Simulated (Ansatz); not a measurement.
# Single-point calculation of Mo

Mo (Im-3m, 1 atom in the cell), computed with DFT PBEsol, scalar-relativistic, plane waves, PAW, no spin polarisation (Ansatz 0.2.0).

The structure derives from an entry of the Crystallography Open Database. Figures and captions count atoms from 1; the log counts them from 0 in places.

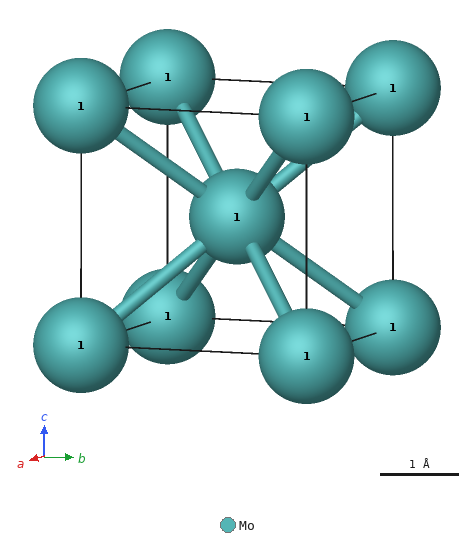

**Figure 1.** The structure as given in the input (ball-and-stick view of the cell 2 times as large as that of the calculation, set on its symmetry axes, seen slightly off an axis; atoms are numbered from 1 in the order of the input). An atom can appear more than once, as a periodic image. Near neighbours in the periodic cell (some may lie outside the picture): Mo has 8 Mo at 2.71 Å.

## Results in brief

- outcome: converged
- space group (tolerance 0.01 Å): Im-3m (229)
- electrons treated: 14
- free energy: −4897.4738 eV
- Fermi energy: 21.454 eV
- gap on the k-point mesh: none (metallic)
- pressure: 0.10 GPa
- largest force (length of the vector): under 0.001 eV/Å
- hardware: 2 threads of Arm Neoverse V1, 24 GiB of memory available, shared host
- wall time: 3.5 s (CPU time 6.6 s)
- peak memory: 0.36 GiB

## Input
```yaml
crystal:
  lattice:
    - [-1.5646534271, 1.5646534271, 1.5646534271]
    - [1.5646534271, -1.5646534271, 1.5646534271]
    - [1.5646534271, 1.5646534271, -1.5646534271]
  atoms:
    - { symbol: Mo, position: [0.0, 0.0, 0.0] }
basis:
  ecutwfc: 420
kpoints:
  mp_grid: { grid: [26, 26, 26] }
hamiltonian:
  xc: pbesol
scf:
  occupations: { method: gaussian, width: 0.15 }
output:
  forces: true
  stress: true
  eigenvalues: true
  write_density: true
  write_potential: true
  elf: true
  volumetric_format: npy
```

Run as:
```bash
ansatz run input.yaml --threads 2 --pin off --max-ram 5120MiB --backend cpu --events-out ev --progress --plain --runs-dir out
```

## Log
```
Engine: ansatz 0.2.0, aarch64-unknown-linux-gnu
Pseudopotentials: kind: paw
Pseudopotential: Mo, paw, valence charge 14, recommended cutoff 420 eV (normal), Mo.paw.azcp
Functional definition: PBEsol
  exchange = pbesol_x
  correlation = pbesol_c
Crystal: 1 atoms, lattice volume = 15.322 Å³
Basis set: ecut = 420 eV, 321 PW (Γ), exchange–correlation on 40×40×40 points (8 copies of the dense FFT grid, shifted against one another)
Bands: 11, of which v1, the nominal top of the filled ones, is band 7 counted from 1 (6 counted from 0)
Symmetry: 48 space group operations
Space group: Im-3m (ITA 229), of the structure as read, at distance tolerance 2.5e-5 Å
k-points: 511 of 17576
Non-local potential: Mo, projectors of the file, l = 0: 3, l = 1: 2, l = 2: 2, l = 3: 1
PAW form: soft (Blöchl's): semilocal exchange-correlation on the pseudo side does not see the compensation charge
PAW frozen core: Mo, regenerated for the run's functional, and the local potential with it (the file was generated under x = pbe(κ = 0.804, μ = 0.2195149727645171), c = pbe(β = 0.06672455060314922))
PAW one-centre angular grid: Mo, 590 points (default); XC on 64 Gauss nodes
Initial density: superposition of atomic densities (neutral atoms: chi_scale 0, normalization atom), corrected by the library's trained network
Initial wavefunctions: pseudopotential atomic-orbital guess
Functional: x = pbesol(κ = 0.804, μ = 0.12345679012345678), c = pbesol(β = 0.046)
SCF iter   1: F=—  HF=-4897.475130 eV  |F-HF|=—  |Δ(HF+E_count)|=         —  Δρ=5.96e-3  dr2=3.82e-3  ethr=1.77e-3  ⟨swp⟩=5.0  Hψ=31616  notcnv=0
preconditioner: auto → none  [metal: Δε(μ)=0.028 eV  Ē_g=8.523 eV  σ=0.150 eV  W_gap=0.11  n_scr=0 (ndim 8)  ℏωp=23.2 eV  f_vac=0.000  D(μ)=0.57/eV (n_scr^D=0)]
SCF iter   2: F=—  HF=-4897.473803 eV  |F-HF|=—  |Δ(HF+E_count)|=   1.33e-3  Δρ=2.19e-3  dr2=1.92e-4  ethr=2.73e-5  ⟨swp⟩=2.3  Hψ=12252  notcnv=0
SCF iter   3: F=—  HF=-4897.473785 eV  |F-HF|=—  |Δ(HF+E_count)|=   1.81e-5  Δρ=8.87e-4  dr2=3.02e-5  ethr=1.37e-6  ⟨swp⟩=1.0  Hψ=5626  notcnv=0
SCF iter   4: F=—  HF=-4897.473785 eV  |F-HF|=—  |Δ(HF+E_count)|=   1.53e-8  Δρ=4.31e-5  dr2=8.80e-8  ethr=2.15e-7  ⟨swp⟩=1.6  Hψ=7659  notcnv=0
iter 5 did not close the SCF: its close was put off for the readings that it lacked (scf_convergence_deferred on its scf_iter line)
SCF iter   5: F=-4897.473785 eV  HF=-4897.473785 eV  |F-HF|=7.84e-10  |Δ(HF+E_count)|=   5.92e-8  Δρ=5.16e-6  dr2=1.87e-9  ethr=6.28e-10  ⟨swp⟩=2.1  Hψ=7335  notcnv=0
SCF iter   6: F=-4897.473785 eV  HF=-4897.473785 eV  |F-HF|=1.82e-12  |Δ(HF+E_count)|=  2.27e-10  Δρ=7.62e-7  dr2=2.79e-11  ethr=1.34e-11  ⟨swp⟩=4.3  Hψ=26705  notcnv=0
SCF 1 converged in 6 iterations: F = -4897.473785 eV  dr2 = 2.79e-11
  greatest PAW one-centre occupation: 0.999 electrons in one spin orbital (limit 2), on the Mo atom at site 0 (counted from 0), in its partial waves of l = 0
SCF converged after 6 iterations
Free energy (F): -4897.473785 eV
Harris-Foulkes:  -4897.473785 eV  (|F-HF|=1.82e-12)
Internal energy: -4897.467368 eV  (E = F + TS)
E sigma→0 (E₀):  -4897.470577 eV
Entropy (-TS):   -0.006417 eV (-6.417 meV/atom)
Fermi energy:    21.454374 eV
--- Per-component energies (eV) ---
  E_band       = -49.671005
  E_kinetic    = 441.634232
  E_local      = -770.601296  (includes V_loc(G=0)·N_el)
  E_nonlocal   = 144.561485
  E_hartree    = 254.407907
  E_xc         = -182.723652
  E_vxc        = -228.895638  (∫ρ·V_xc dr)
  E_paw        = -3143.838024  (= ΣΔE_a)
  E_vpaw       = -145.185786  (= ΣTr[D̂ρ^β])
  E_aug_tail   = 0.000041  (compensation charges beyond the density's cutoff)
  E_ewald      = -1641.117361
  E_core_change = 0.209299  (= ΣΔE_core)
  E_smearing   = -0.006417  (= −TS)
  E_closure    = -0.000000  (closes the sum)
  Σ components = -4897.473785   (vs F -4897.473785, Δ=0.00e0)
--- Forces (eV/Å), atoms counted from 1 ---
  atom   1  Mo    -0.00000000     0.00000000    -0.00000000
  max |Σ_I F_I| component: 4.11e-32 eV/Å
--- Stress (GPa, compression-positive) ---
        0.103035      -0.000000       0.000000
        0.000000       0.103035      -0.000000
       -0.000000      -0.000000       0.103035
  P = ⅓ Tr σ = 0.1030 GPa (1.030 kbar)
--- Band table (eV; the first three rows and the last of 511) ---
  k-point 0: bands = ["-39.7349", "-12.9668", "-12.9668", "-12.9668", "14.1279", "20.0612", "20.0612", "20.0612", "23.1462", "23.1462", "36.1573"]
  k-point 1: bands = ["-39.7308", "-12.9903", "-12.9740", "-12.9670", "14.1956", "20.0223", "20.0556", "20.1248", "23.0860", "23.1470", "36.2098"]
  k-point 2: bands = ["-39.7188", "-13.0592", "-12.9951", "-12.9675", "14.3942", "19.9101", "20.0338", "20.3142", "22.9298", "23.1506", "36.3539"]
  k-point 510: bands = ["-39.2444", "-13.9978", "-13.9978", "-13.9978", "15.8467", "15.8467", "25.5864", "25.5864", "25.5864", "30.6284", "30.6284"]
```

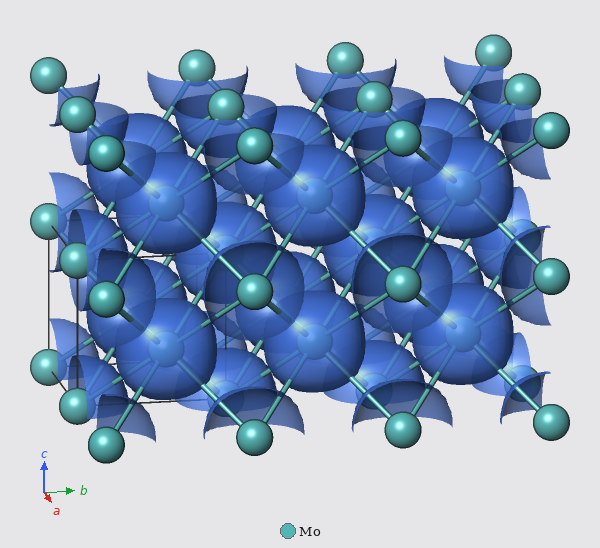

**Figure 2.** Isosurface of the valence electron density at 0.5 e/Å³ (blue), seen slightly off an axis. Sticks mark near contacts. The outline is the cell set on symmetry axes. At this value the density breaks into separate islands; it holds about 75 % of the electrons treated as valence (semicore included). It is pinched off along the Mo–Mo (2.71 Å) contacts. On the grid the lowest density along these lines, outside the cores, is 0.39 e/Å³ (Mo–Mo, 2.71 Å). The fields are those of the smooth PAW valence density.

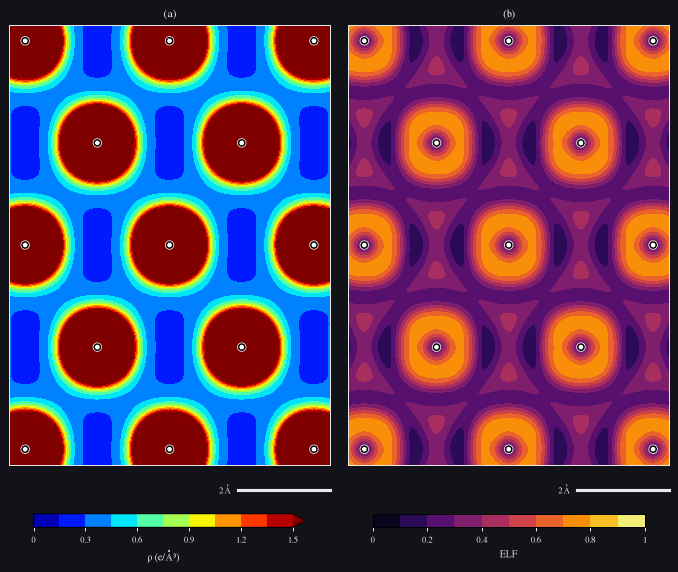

**Figure 3.** (a) valence electron density; (b) ELF on the (101̄) plane of the conventional cell. Circles mark the nuclei in the plane (Mo). Atoms in the plane: Mo. Mo–Mo (2.71 Å): ρ at the midpoint is about 0.39 e/Å³; the ELF is about 0.30 at the midpoint; no shared electron pair. Away from the nuclei the density in this plane falls to 0.25 e/Å³ at its lowest. The strong features right at Mo lie inside the PAW spheres (semicore, d or f shells) and say nothing about bonding.

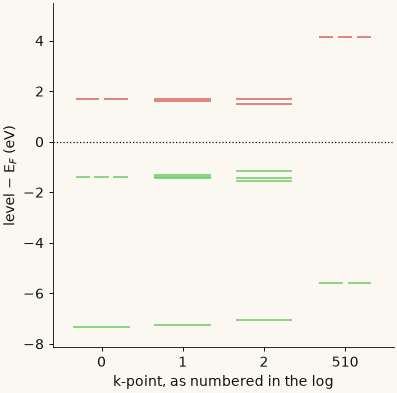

**Figure 4.** Kohn–Sham levels near the Fermi level (dotted) at the few k-points that the log prints; levels within 0.02 eV of each other stand side by side. The system is metallic on the full mesh.
